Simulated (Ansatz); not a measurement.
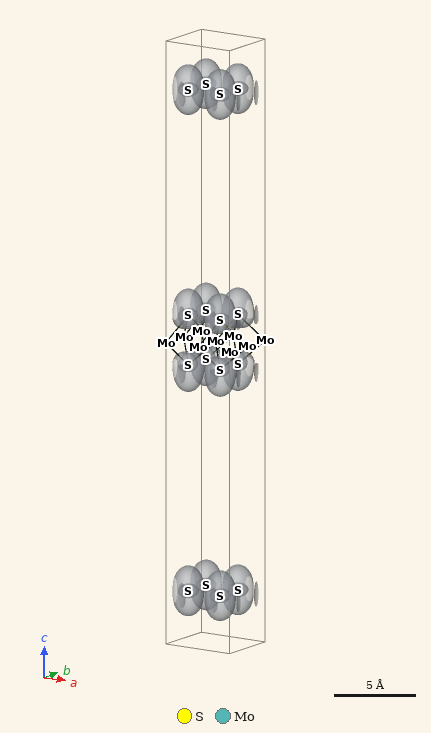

*MoS₄ (slab). Isosurface of the ELF at 0.75 (grey), seen slightly off an axis. Core shells and regions of very low density are left out. Sticks mark near contacts.*

Computed without spin polarisation.

Computed with DFT PBEsol, scalar-relativistic, plane waves, PAW in Ansatz.

Question: What do the ELF domains correspond to?

Answer: The ELF exceeds this value in four regions wrapped around S (the valence shell of each), counted in one cell of 5 atoms. Counts are for one cell; the picture repeats the cell along the surface.

Values along the shortest contacts:
Mo–S (2.39 Å): the ELF peaks at about 0.85 in the valence shell of S, 0.8 Å from its nucleus, and is about 0.45 at the midpoint.

Question: Does the calculation make it a metal, or give it a gap?

Answer: It is gapless in this calculation (a metal or semimetal).
